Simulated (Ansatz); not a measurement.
**HfC: single-point calculation**

HfC (slab, 4 atoms in the cell), computed with DFT, PBEsol, PAW with Ansatz's default frozen-core files, scalar-relativistic, no spin polarisation (Ansatz 0.2.0).

It belongs to a series of runs on one base structure; here: vacuum of 11 Å, PAW files.

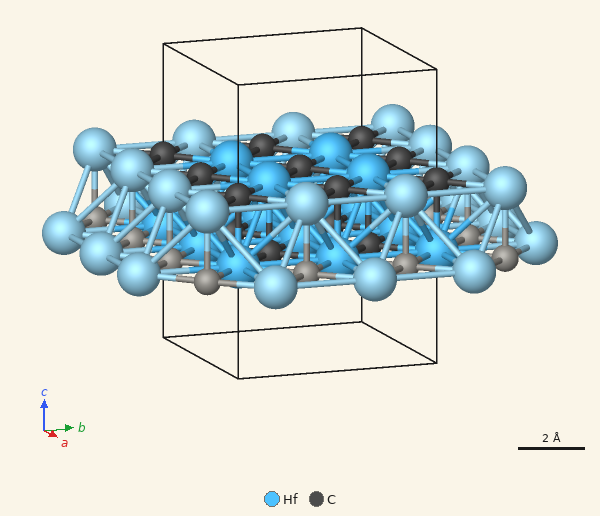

*The structure (ball-and-stick view of the 2 × 2 repeat of the cell, with the vacuum cut short, seen slightly off an axis; neighbours outside the cell are drawn fainter).*

Near neighbours in the crystal (not all of them lie inside the picture): Hf has 5 C at 2.20 to 2.30 Å and 8 Hf at 3.17 to 3.26 Å; C has 5 Hf at 2.20 to 2.30 Å.

### Results in brief

```json
{"quantity": "outcome", "value": "converged"}
{"quantity": "electrons treated", "value": "60"}
{"quantity": "free energy", "value": "−31690.6517 eV"}
{"quantity": "Fermi energy", "value": "5.249 eV"}
{"quantity": "largest force (length of the vector)", "value": "0.008 eV/Å"}
{"quantity": "hardware", "value": "1 thread of Arm Neoverse V2, 24 GiB of memory available, shared host"}
{"quantity": "wall time", "value": "7.9 s"}
{"quantity": "peak memory", "value": "0.36 GiB"}
```

### Notes

Warnings of the run: the density in the vacuum is higher than it should be, so vacuum levels may be off. Spin–orbit coupling is left out, which matters for Hf.

### Input
```yaml
crystal:
  lattice:
    - [3.2578741457, 0.0, 0.0]
    - [0.0, 3.2578741457, 0.0]
    - [0.0, 0.0, 13.2257]
  atoms:
    - { symbol: Hf, position: [0.0, 0.0, 0.4177985209] }
    - { symbol: C, position: [0.5, 0.5, 0.4158582805] }
    - { symbol: Hf, position: [0.5, 0.5, 0.5822014752] }
    - { symbol: C, position: [0.0, 0.0, 0.5841417195] }
kpoints:
  mp_grid: { grid: [11, 11, 1] }
scf:
  occupations: { method: fermi_dirac, width: 0.08 }
hamiltonian:
  xc: pbesol
  pseudopotentials: { kind: paw }
output:
  forces: true
  stress: true
  eigenvalues: true
efield:
  axis: 3
  amplitude: 0
  dipole_correction: true
```

Launch command:
```bash
ansatz run input.yaml --threads 1 --pin off --max-ram 3584MiB --backend cpu --events-out ev --progress --plain --runs-dir out
```

### Log
```
Engine: ansatz 0.2.0, aarch64-unknown-linux-gnu
Pseudopotentials: kind: paw
Pseudopotential: Hf, paw, valence charge 26, recommended cutoff 420 eV (normal), Hf.paw.azcp
Pseudopotential: C, paw, valence charge 4, recommended cutoff 420 eV (normal), C.paw.azcp
Functional definition: PBEsol
  exchange = pbesol_x
  correlation = pbesol_c
Crystal: 4 atoms, lattice volume = 140.374 Å³
Basis set: ecut = 420 eV, 2757 PW (Γ), exchange–correlation on 48×48×180 points (8 copies of the dense FFT grid, shifted against one another)
Bands: 36, of which v1, the nominal top of the filled ones, is band 30 counted from 1 (29 counted from 0)
Symmetry: 8 space group operations
k-points: 21 of 121
Non-local potential: Hf, projectors of the file, l = 0: 3, l = 1: 2, l = 2: 2, l = 3: 3
Non-local potential: C, projectors of the file, l = 0: 2, l = 1: 2, l = 2: 1
PAW form: soft (Blöchl's): semilocal exchange-correlation on the pseudo side does not see the compensation charge
PAW frozen core: Hf, regenerated for the run's functional, and the local potential with it (the file was generated under x = pbe(κ = 0.804, μ = 0.2195149727645171), c = pbe(β = 0.06672455060314922))
PAW frozen core: C, regenerated for the run's functional, and the local potential with it (the file was generated under x = pbe(κ = 0.804, μ = 0.2195149727645171), c = pbe(β = 0.06672455060314922))
PAW one-centre angular grid: Hf, 590 points (default); XC on 64 Gauss nodes
PAW one-centre angular grid: C, 110 points (default); XC on 64 Gauss nodes
Initial density: superposition of atomic densities (neutral atoms: chi_scale 0, normalization atom), corrected by the library's trained network
Initial wavefunctions: pseudopotential atomic-orbital guess
Functional: x = pbesol(κ = 0.804, μ = 0.12345679012345678), c = pbesol(β = 0.046)
SCF iter   1: F=—  HF=-31690.654755 eV  |F-HF|=—  |Δ(HF+E_count)|=         —  Δρ=3.80e-3  dr2=1.73e-2  ethr=1.77e-3  p=-0.000 e·Å  D=-1.61e-8 V/Å  ΔV_dip=0.00 eV  dr2_dipole=1.40e-9  V_vac-E_F(+/−)=3.15/3.15 eV  ⟨swp⟩=5.4  Hψ=2711  notcnv=0
efield: sawtooth ramp at fractional position 0.9500 (placed from the atoms, in the widest stretch of the axis that holds none; the zero of the levels goes with the place), width 0.1000; the density the first Hamiltonian is built on has a dipole p = -0.000 e·Å; the dipole correction subtracts the counter field D = -1.61e-8 V/Å, which shifts the + side's vacuum level by +0.00 eV against the − side's; the planar-averaged density in the ramp window peaks in size at 1.7e-4 e/Å³
preconditioner: auto → LDOS  [metal: Δε(μ)=0.094 eV  Ē_g=16.446 eV  σ=0.080 eV  W_gap=0.28  n_scr=28 (ndim 8)  ℏωp=23.5 eV  f_vac=0.574  D(μ)=0.69/eV (n_scr^D=2)  β→1.0]
SCF iter   2: F=—  HF=-31690.655000 eV  |F-HF|=—  |Δ(HF+E_count)|=   2.45e-4  Δρ=2.54e-3  dr2=1.08e-2  ethr=2.89e-5  p=-0.000 e·Å  D=-3.31e-5 V/Å  ΔV_dip=0.00 eV  dr2_dipole=3.43e-10  V_vac-E_F(+/−)=3.22/3.22 eV  ⟨swp⟩=3.0  Hψ=1819  notcnv=0
SCF iter   3: F=—  HF=-31690.651835 eV  |F-HF|=—  |Δ(HF+E_count)|=   3.16e-3  Δρ=3.46e-4  dr2=2.12e-4  ethr=1.81e-5  p=-0.000 e·Å  D=-1.67e-5 V/Å  ΔV_dip=0.00 eV  dr2_dipole=5.35e-9  V_vac-E_F(+/−)=3.20/3.20 eV  ⟨swp⟩=2.0  Hψ=1305  notcnv=0
SCF iter   4: F=—  HF=-31690.651779 eV  |F-HF|=—  |Δ(HF+E_count)|=   5.64e-5  Δρ=1.59e-4  dr2=4.73e-5  ethr=3.53e-7  p=0.000 e·Å  D=7.08e-6 V/Å  ΔV_dip=-0.00 eV  dr2_dipole=1.77e-9  V_vac-E_F(+/−)=3.20/3.20 eV  ⟨swp⟩=2.7  Hψ=1445  notcnv=0
SCF iter   5: F=—  HF=-31690.651734 eV  |F-HF|=—  |Δ(HF+E_count)|=   4.51e-5  Δρ=3.45e-5  dr2=1.97e-6  ethr=7.88e-8  p=-0.000 e·Å  D=-5.58e-7 V/Å  ΔV_dip=0.00 eV  dr2_dipole=1.47e-10  V_vac-E_F(+/−)=3.21/3.21 eV  ⟨swp⟩=2.7  Hψ=1612  notcnv=0
SCF iter   6: F=-31690.651734 eV  HF=-31690.651734 eV  |F-HF|=4.05e-8  |Δ(HF+E_count)|=   3.60e-8  Δρ=6.99e-6  dr2=6.74e-8  ethr=1.67e-10  p=0.000 e·Å  D=4.08e-7 V/Å  ΔV_dip=-0.00 eV  dr2_dipole=1.10e-13  V_vac-E_F(+/−)=3.20/3.21 eV  ⟨swp⟩=6.7  Hψ=4593  notcnv=0
WARN: efield: at this solve's end the planar-averaged density reaches 8.70e-5 e/Å³ inside the ramp window [0.8744, 0.1256] (bound 1e-5 e/Å³); the window's nearer edge stands 3.84 Å from this solve's nearest atom along the axis. Its work functions, free energy, forces, stress, dipole, levels and responses can be off, and this figure does not tell by how much. A short vacuum, a low `basis.ecutwfc` or `basis.ecutrho_ratio` and negative occupations (`scf.occupations.method`) can put density there. See the manual's quickstart, § The vacuum guard
SCF 1 converged in 6 iterations: F = -31690.651734 eV  dr2 = 6.74e-8
  greatest PAW one-centre occupation: 0.998 electrons in one spin orbital (limit 2), on the Hf atom at site 2 (counted from 0), in its partial waves of l = 3
SCF converged after 6 iterations
Free energy (F): -31690.651734 eV
Harris-Foulkes:  -31690.651734 eV  (|F-HF|=4.05e-8)
Internal energy: -31690.638068 eV  (E = F + TS)
E sigma→0 (E₀):  -31690.644901 eV
Entropy (-TS):   -0.013666 eV (-3.417 meV/atom)
Fermi energy:    5.249077 eV
Dipole field:    D = -0.000000 V/Å  (p = -0.000000 e·Å, saw-weighted, corrected)
Work function:   Φ+ = 3.2047 eV   Φ− = 3.2051 eV
Levels:          The Fermi level and band energies are counted from a zero that moves with the ramp; work functions are not
Vacuum region:   at the solve's end the planar-averaged density reaches 8.70e-5 e/Å³ inside the ramp window [0.8744, 0.1256] (bound 1e-5 e/Å³)
--- Per-component energies (eV) ---
  E_band       = -685.048213
  E_kinetic    = 1019.838886
  E_local      = -42797.243141  (includes V_loc(G=0)·N_el)
  E_nonlocal   = -2422.748029
  E_hartree    = 20668.750785
  E_xc         = -689.755356
  E_vxc        = -649.265179  (∫ρ·V_xc dr)
  E_paw        = -13804.276789  (= ΣΔE_a)
  E_vpaw       = 2826.881243  (= ΣTr[D̂ρ^β])
  E_aug_tail   = 0.000011  (compensation charges beyond the density's cutoff)
  E_efield     = 0.000000  (sawtooth field / dipole correction)
  E_vefield    = -0.000000  (∫n·V_field dr)
  E_ewald      = 6332.251182
  E_core_change = 2.544384  (= ΣΔE_core)
  E_smearing   = -0.013666  (= −TS)
  E_closure    = 0.000000  (closes the sum)
  Σ components = -31690.651734   (vs F -31690.651734, Δ=0.00e0)
--- Forces (eV/Å), atoms counted from 1 ---
  atom   1  Hf    -0.00000000     0.00000000     0.00826697
  atom   2  C      0.00000000     0.00000000    -0.00461922
  atom   3  Hf    -0.00000000     0.00000000    -0.00826875
  atom   4  C      0.00000000     0.00000000     0.00462224
  max |Σ_I F_I| component: 1.24e-6 eV/Å
--- Stress (GPa, compression-positive) ---
       -4.142408       0.000000      -0.000000
        0.000000      -4.142408       0.000000
       -0.000000       0.000000      -0.006654
  P = ⅓ Tr σ = -2.7638 GPa (-27.638 kbar)
--- Band table (eV; the first three rows and the last of 21) ---
  k-point 0: bands = ["-56.2834", "-56.2391", "-25.4260", "-25.0358", "-24.8406", "-24.8406", "-24.6611", "-24.6611", "-6.4446", "-6.3151", "-6.2489", "-6.2489", "-6.2449", "-6.2321", "-6.2321", "-6.2110", "-6.2052", "-6.1707", "-6.1501", "-6.1405", "-6.1405", "-6.1308", "-6.1308", "-5.1287", "2.6597", "2.8492", "3.6179", "4.9649", "4.9649", "5.5754", "5.8083", "5.8083", "5.9352", "8.0688", "8.0688", "8.2515"]
  k-point 1: bands = ["-56.2814", "-56.2388", "-25.4201", "-25.0586", "-24.8505", "-24.8330", "-24.6923", "-24.6606", "-6.3935", "-6.3164", "-6.2479", "-6.2465", "-6.2433", "-6.2364", "-6.2323", "-6.2104", "-6.2048", "-6.1718", "-6.1449", "-6.1397", "-6.1371", "-6.1285", "-6.0575", "-4.9986", "2.5355", "2.7954", "3.3536", "4.6515", "4.7321", "5.2188", "5.3338", "6.0143", "6.4784", "7.7737", "7.9909", "8.5018"]
  k-point 2: bands = ["-56.2755", "-56.2382", "-25.4054", "-25.1238", "-24.8732", "-24.8117", "-24.7725", "-24.6602", "-6.3448", "-6.3200", "-6.2457", "-6.2439", "-6.2424", "-6.2373", "-6.2328", "-6.2081", "-6.2039", "-6.1748", "-6.1550", "-6.1483", "-6.1279", "-6.1218", "-5.7081", "-4.6379", "1.9475", "2.6033", "3.1264", "3.6495", "3.9533", "4.2243", "6.1401", "6.2746", "7.2968", "7.4064", "8.0435", "8.8980"]
  k-point 20: bands = ["-56.2322", "-56.2313", "-25.2283", "-25.2033", "-25.1647", "-25.1378", "-24.9302", "-24.9274", "-6.2788", "-6.2773", "-6.2646", "-6.2610", "-6.2505", "-6.2480", "-6.2139", "-6.2130", "-6.1949", "-6.1940", "-6.1256", "-6.1227", "-6.1180", "-6.1151", "-4.6172", "-4.5968", "2.2322", "2.4170", "3.6256", "4.0041", "4.0715", "4.2393", "5.3345", "5.4497", "9.4736", "9.4789", "9.9161", "10.0406"]
```
